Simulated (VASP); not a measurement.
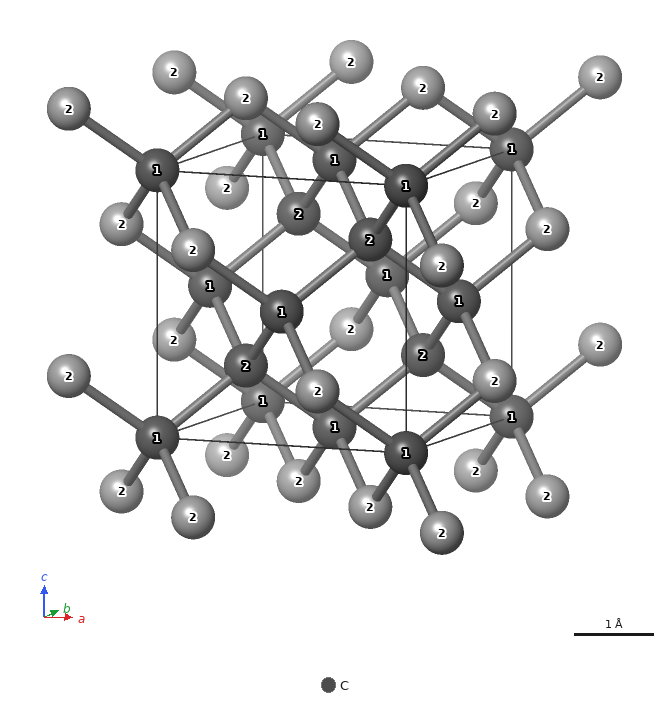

The structure as given in the input (ball-and-stick view of the cell 4 times as large as that of the calculation, set on its symmetry axes, seen slightly off an axis; neighbours outside the cell are drawn fainter; atoms are numbered from 1 in the order of the input). An atom can appear more than once, as a periodic image. Near neighbours in the periodic cell (some may lie outside the picture): C has 4 C at 1.50 Å.

Run report: C, geometry relaxation

C (Fd-3m, 2 atoms in the cell), computed with Kohn-Sham DFT of a periodic cell, LDA, VASP PAW LDA potentials, recommended, no spin polarisation (VASP 6.6.1).

The structure derives from an entry of the Crystallography Open Database.

## OSZICAR
```
N       E                     dE             d eps       ncg     rms          rms(c)
DAV:   1    -0.278842807987E+00   -0.27884E+00   -0.57366E+03  1712   0.113E+03
DAV:   2    -0.210560978399E+02   -0.20777E+02   -0.19953E+02  2472   0.124E+02
DAV:   3    -0.211960980615E+02   -0.14000E+00   -0.14000E+00  1880   0.131E+01
DAV:   4    -0.211963178924E+02   -0.21983E-03   -0.21983E-03  2360   0.517E-01
DAV:   5    -0.211963180333E+02   -0.14093E-06   -0.14093E-06  1800   0.772E-03    0.636E+00
DAV:   6    -0.204447798428E+02    0.75154E+00   -0.60833E-01  1736   0.619E+00    0.371E+00
DAV:   7    -0.201854762492E+02    0.25930E+00   -0.66634E-01  2016   0.645E+00    0.869E-01
DAV:   8    -0.201846993730E+02    0.77688E-03   -0.24703E-03  1688   0.628E-01    0.258E-02
DAV:   9    -0.201846971940E+02    0.21790E-05   -0.14187E-05  2128   0.406E-02    0.237E-02
DAV:  10    -0.201846981407E+02   -0.94674E-06   -0.48942E-07  1808   0.837E-03    0.352E-03
DAV:  11    -0.201846981074E+02    0.33250E-07   -0.18122E-08  1408   0.136E-03
   1 F= -.20184698E+02 E0= -.20184698E+02  d E =-.201847E+02
```

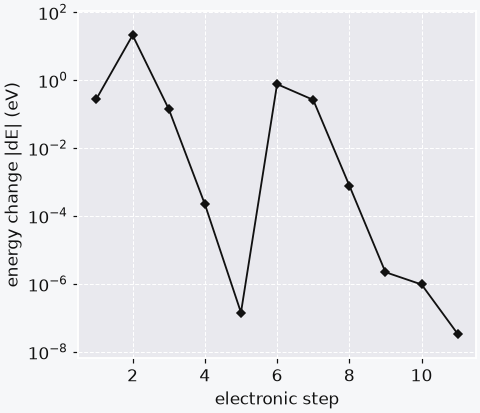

Convergence of the self-consistent field: energy change |dE| against the electronic step. It takes 11 electronic steps. The density is held fixed in the first few steps, and dE rises again when its update begins.

## Parts of OUTCAR
```
PREC = Accurate
   ENCUT = 600
   EDIFF = 1E-7
   ISMEAR = 0
   LREAL = F
   LASPH = T
   NELM = 80
   ISIF = 2
   GGA = CA
   IBRION = 2
   NSW = 40
   EDIFFG = -0.01

 ion  position               nearest neighbor table
   1  0.000  0.000  0.000-   2 1.50   2 1.50   2 1.50   2 1.50
   2  0.250  0.250  0.250-   1 1.50   1 1.50   1 1.50   1 1.50

  LATTYP: Found a face centered cubic cell.
 ALAT       =     3.4617831782

  Lattice vectors:

 A1 = (   0.0000000000,   1.7308915891,   1.7308915891)
 A2 = (   1.7308915891,   0.0000000000,   1.7308915891)
 A3 = (   1.7308915891,   1.7308915891,   0.0000000000)

Analysis of symmetry for initial positions (statically):
=====================================================================
 Subroutine PRICEL returns:
 Original cell was already a primitive cell.

 Routine SETGRP: Setting up the symmetry group for a
 face centered cubic supercell.

 Subroutine GETGRP returns: Found 48 space group operations
 (whereof 24 operations were pure point group operations)
 out of a pool of 48 trial point group operations.

The static configuration has the point symmetry T_d .
 The point group associated with its full space group is O_h .

Analysis of symmetry for dynamics (positions and initial velocities):
=====================================================================
 Subroutine PRICEL returns:
 Original cell was already a primitive cell.

 Routine SETGRP: Setting up the symmetry group for a
 face centered cubic supercell.

 Subroutine GETGRP returns: Found 48 space group operations
 (whereof 24 operations were pure point group operations)
 out of a pool of 48 trial point group operations.

The dynamic configuration has the point symmetry T_d .
 The point group associated with its full space group is O_h .

 Subroutine INISYM returns: Found 48 space group operations
 (whereof 24 operations are pure point group operations),
 and found     1 'primitive' translations

----------------------------------------------------------------------------------------

                                     Primitive cell

  volume of cell :      10.3715

  direct lattice vectors                    reciprocal lattice vectors
     0.000000000  1.730891589  1.730891589    -0.288868467  0.288868467  0.288868467
     1.730891589  0.000000000  1.730891589     0.288868467 -0.288868467  0.288868467
     1.730891589  1.730891589  0.000000000     0.288868467  0.288868467 -0.288868467

  length of vectors
     2.447850360  2.447850360  2.447850360     0.500334862  0.500334862  0.500334862

  position of ions in fractional coordinates (direct lattice)
     0.000000000  0.000000000  0.000000000
     0.250000000  0.250000000  0.250000000

  ion indices of the primitive-cell ions
   primitive index   ion index
                 1           1
                 2           2

----------------------------------------------------------------------------------------

 KPOINTS: regular mesh

Automatic generation of k-mesh.
 Grid dimensions read from file:
 generate k-points for:   14   14   14

 Generating k-lattice:

  Cartesian coordinates                     Fractional coordinates (reciprocal lattice)
    -0.020633462  0.020633462  0.020633462     0.071428571  0.000000000  0.000000000
     0.020633462 -0.020633462  0.020633462     0.000000000  0.071428571  0.000000000
     0.020633462  0.020633462 -0.020633462     0.000000000  0.000000000  0.071428571

  Length of vectors
     0.035738204  0.035738204  0.035738204

  Shift w.r.t. Gamma in fractional coordinates (k-lattice)
     0.000000000  0.000000000  0.000000000

 Subroutine IBZKPT returns following result:
 ===========================================

 Found    104 irreducible k-points:

 Following reciprocal coordinates:
            Coordinates               Weight
  0.000000  0.000000  0.000000      1.000000
  0.071429  0.000000  0.000000      8.000000
  0.142857  0.000000  0.000000      8.000000
  0.214286  0.000000  0.000000      8.000000
  0.285714  0.000000  0.000000      8.000000
  0.357143  0.000000  0.000000      8.000000
  0.428571  0.000000  0.000000      8.000000
  0.500000  0.000000  0.000000      4.000000
  0.071429  0.071429  0.000000      6.000000
  0.142857  0.071429  0.000000     24.000000
  0.214286  0.071429  0.000000     24.000000
  0.285714  0.071429  0.000000     24.000000
  0.357143  0.071429  0.000000     24.000000
  0.428571  0.071429  0.000000     24.000000
  0.500000  0.071429  0.000000     24.000000
 -0.428571  0.071429  0.000000     24.000000
 -0.357143  0.071429  0.000000     24.000000
 -0.285714  0.071429  0.000000     24.000000
 -0.214286  0.071429  0.000000     24.000000
 -0.142857  0.071429  0.000000     24.000000
 -0.071429  0.071429  0.000000     12.000000
  0.142857  0.142857  0.000000      6.000000
  0.214286  0.142857  0.000000     24.000000
  0.285714  0.142857  0.000000     24.000000
 [... further k-points ...]
   k-points           NKPTS =    104   k-points in BZ     NKDIM =    104   number of bands    NBANDS=      8
   number of dos      NEDOS =    301   number of ions     NIONS =      2
   total plane-waves  NPLWV =   8000
   dimension x,y,z NGX =    20 NGY =   20 NGZ =   20
   dimension x,y,z NGXF=    40 NGYF=   40 NGZF=   40
   ions per type =               2
   NGX,Y,Z   is equivalent  to a cutoff of  13.58, 13.58, 13.58 a.u.
   NGXF,Y,Z  is equivalent  to a cutoff of  27.17, 27.17, 27.17 a.u.
 SYSTEM =  unknown system
   PREC   = accura    normal or accurate (medium, high low for compatibility)
   ISTART =      0    job   : 0-new  1-cont  2-samecut
   ICHARG =      2    charge: 1-file 2-atom 10-const
   ISPIN  =      1    spin polarized calculation?
   LNONCOLLINEAR =      F non collinear calculations
   LSORBIT =      F    spin-orbit coupling
   LASPH  =      T    aspherical Exc in radial PAW
   ENCUT  =  600.0 eV  44.10 Ry    6.64 a.u.   4.89  4.89  4.89*2*pi/ulx,y,z
   NELM   =     80;   NELMIN=  2; NELMDL= -5     # of ELM steps
   EDIFF  = 0.1E-06   stopping-criterion for ELM
   LREAL  =      F    real-space projection
   EDIFFG = -.1E-01   stopping-criterion for IOM
   NSW    =     40    number of steps for IOM
   IBRION =      2    ionic relax: 0-MD 1-quasi-New 2-CG
   NFREE  =      1    steps in history (QN), initial steepest desc. (CG)
   ISIF   =      2    stress and relaxation
   ISYM   =      2    0-nonsym 1-usesym 2-fastsym
   POTIM  = 0.5000    time-step for ionic-motion
   TEBEG  =    0.0;   TEEND  =   0.0 temperature during run
   PSTRESS=    0.0 pullay stress
   NELECT =       8.0000    total number of electrons
   NUPDOWN=      -1.0000    fix difference up-down
   EMIN   =  10.00;   EMAX   =-10.00  energy-range for DOS
   EFERMI =   0.00;   METHOD = LEGACY
   ISMEAR =     0;   SIGMA  =   0.03  broadening in eV -4-tet -1-fermi 0-gaus
   EFERMI_NEDOS =   21; number of points for ismear=-14 and -15
   IALGO  =     38    algorithm
   IMIX   =      4    mixing-type and parameters
     AMIX     =   0.40;   BMIX     =  1.00
     AMIX_MAG =   1.60;   BMIX_MAG =  1.00
  volume/ion in A,a.u.               =       5.19        35.00
  Fermi-wavevector in a.u.,A,eV,Ry     =   1.501383  2.837203 30.669604  2.254152
  Thomas-Fermi vector in A             =   2.612761
   LORBIT       =      0    0 simple, 1 ext, 2 COOP (PROOUT), +10 PAW based schemes
   GGA     = CA    functional components
   LHFCALC =     F    Hartree Fock is set to
   AEXX    =    0.0000 exact exchange contribution
   IVDW    =     0    specifies the selected vdW correction
   LEPSILON=     F    determine dielectric tensor
   LRPA    =     F    only Hartree local field effects (RPA)
 conjugate gradient relaxation of ions
 non-spin polarized calculation
 Gauss-broadening in eV      SIGMA  =   0.03
  energy-cutoff  :      600.00
  volume of cell :       10.37
 maximum number of plane-waves:       356
   NGX =  9   NGY =  9   NGZ =  9

 number of electron       8.0000000 magnetization

 Free energy of the ion-electron system (eV)
  ---------------------------------------------------
  ext. energy  EPLUGINS =         0.00000000
  ---------------------------------------------------
  free energy    TOTEN  =       -20.18469811 eV

  energy without entropy =      -20.18469811  energy(sigma->0) =      -20.18469811

 E-fermi :  11.2038     XC(G=0): -13.9380     alpha+bet :-19.6570

 val. band max:       11.0773214223   @ k =   0.0000   0.0000   0.0000
 cond. band min:      15.3989217680   @ k =   0.3571   0.3571   0.0000
 fundamental gap:      4.3216003456
 Fermi energy:        11.2037675516

 k-point     1 :       0.0000    0.0000    0.0000
  band No.  band energies     occupation
      1     -11.4718      2.00000
      2      11.0773      2.00000
      3      11.0773      2.00000
      4      11.0773      2.00000
      5      16.8736      0.00000
      6      16.8736      0.00000
      7      16.8736      0.00000
      8      26.7365      0.00000

 k-point     2 :       0.0714    0.0000    0.0000
  band No.  band energies     occupation
      1     -11.3221      2.00000
      2      10.0825      2.00000
      3      10.8094      2.00000
      4      10.8094      2.00000
      5      17.2231      0.00000
      6      17.2231      0.00000
      7      17.5165      0.00000
      8      26.7762      0.00000

 k-point     3 :       0.1429    0.0000    0.0000
  band No.  band energies     occupation
      1     -10.8736      2.00000
      2       7.9204      2.00000
      3      10.1913      2.00000
      4      10.1913      2.00000
      5      18.0339      0.00000
      6      18.0339      0.00000
      7      18.6774      0.00000
      8      26.8882      0.00000

 k-point     4 :       0.2143    0.0000    0.0000
  band No.  band energies     occupation
      1     -10.1302      2.00000
      2       5.3962      2.00000
      3       9.4998      2.00000
      4       9.4998      2.00000
      5      18.8896      0.00000
      6      18.8896      0.00000
      7      19.6992      0.00000
      8      27.0448      0.00000

 k-point     5 :       0.2857    0.0000    0.0000
  band No.  band energies     occupation
      1      -9.0988      2.00000
      2       2.8234      2.00000
      3       8.8899      2.00000
      4       8.8899      2.00000
      5      19.4931      0.00000
      6      19.4931      0.00000
      7      20.4549      0.00000
      8      27.1912      0.00000

 [... the levels of 18 k-points are left out ...]

 k-point    24 :       0.2857    0.1429    0.0000
  band No.  band energies     occupation
      1      -9.2932      2.00000
      2       4.7264      2.00000
      3       7.4526      2.00000
      4       8.3832      2.00000
      5      17.2807      0.00000
      6      21.7312      0.00000
      7      21.8282      0.00000
      8      24.2837      0.00000

 [... further k-points ...]

------------------------ aborting loop because EDIFF is reached ----------------------------------------

  FORCE on cell =-STRESS in cart. coord.  units (eV):
  Direction    XX          YY          ZZ          XY          YZ          ZX
  --------------------------------------------------------------------------------------
  -------------------------------------------------------------------------------------
  Total        2.0931487      2.0931487      2.0931487      0.0000000      0.0000000     -0.0000000
  in kB      323.3486680    323.3486680    323.3486680      0.0000000      0.0000000     -0.0000000
  external PRESSURE =     323.3486680 kB  Pullay stress =       0.0000000 kB

 VOLUME and BASIS-vectors are now :
 -----------------------------------------------------------------------------
  energy-cutoff  :      600.00
  volume of cell :       10.37
      direct lattice vectors                 reciprocal lattice vectors
     0.000000000  1.730891589  1.730891589    -0.288868467  0.288868467  0.288868467
     1.730891589  0.000000000  1.730891589     0.288868467 -0.288868467  0.288868467
     1.730891589  1.730891589  0.000000000     0.288868467  0.288868467 -0.288868467

 POSITION                                       TOTAL-FORCE (eV/Angst)
 -----------------------------------------------------------------------------------
      0.00000      0.00000      0.00000        -0.000000     -0.000000     -0.000000
      0.86545      0.86545      0.86545         0.000000      0.000000      0.000000
 -----------------------------------------------------------------------------------
    total drift:                                0.000000      0.000000      0.000000

  FREE ENERGIE OF THE ION-ELECTRON SYSTEM (eV)
  ---------------------------------------------------
  free  energy   TOTEN  =       -20.1846981074 eV

  energy  without entropy=      -20.1846981074  energy(sigma->0) =      -20.18469811

 reached required accuracy - stopping structural energy minimisation
```

## CONTCAR
```
C
   1.00000000000000
     0.0000000000000000    1.7308915891000001    1.7308915891000001
     1.7308915891000001    0.0000000000000000    1.7308915891000001
     1.7308915891000001    1.7308915891000001    0.0000000000000000
  C
     2
Direct
     0.0000000000000000    0.0000000000000000    0.0000000000000000
     0.2500000000000000    0.2500000000000000    0.2500000000000000

  0.00000000E+00  0.00000000E+00  0.00000000E+00
  0.00000000E+00  0.00000000E+00  0.00000000E+00
```

This output came from the following input.

## INCAR
```
PREC = Accurate
ENCUT = 600
EDIFF = 1E-7
ISMEAR = 0
SIGMA = 0.03
LREAL = F
LASPH = T
NELM = 80
ALGO = Normal
ISIF = 2
LWAVE = F
LCHARG = F
GGA = CA
IBRION = 2
NSW = 40
EDIFFG = -0.01
```

## KPOINTS
```
regular mesh
0
Gamma
  14 14 14
```

## POSCAR
```
C                                       
1.0
    0.0000000000      1.7308915891      1.7308915891
    1.7308915891      0.0000000000      1.7308915891
    1.7308915891      1.7308915891      0.0000000000
  C             
     2
Direct
     0.0000000000000000    0.0000000000000000    0.0000000000000000
     0.2500000000000000    0.2500000000000000    0.2500000000000000
```

Launch command:
```bash
cat potpaw_LDA.64/C/POTCAR > POTCAR
mpirun -np 1 vasp_std > vasp.out
```

## Results in brief

| quantity | value |
| --- | --- |
| outcome | converged |
| space group (tolerance 0.01 Å) | Fd-3m (227) |
| electrons treated | 8 |
| free energy | −20.1847 eV |
| gap on the k-point mesh | 4.32 eV |
| pressure | 32.33 GPa |
| final volume | 10.37 Å³ |
| largest force (length of the vector) | under 0.001 eV/Å |
| hardware | 1 thread of Intel Xeon (Sapphire Rapids), 128 GiB of memory available, shared host |
| wall time | 8.2 s |
| peak memory | 0.11 GiB |

## Notes

The cell is under a pressure of 32 GPa at this level, so it is not at its equilibrium volume.
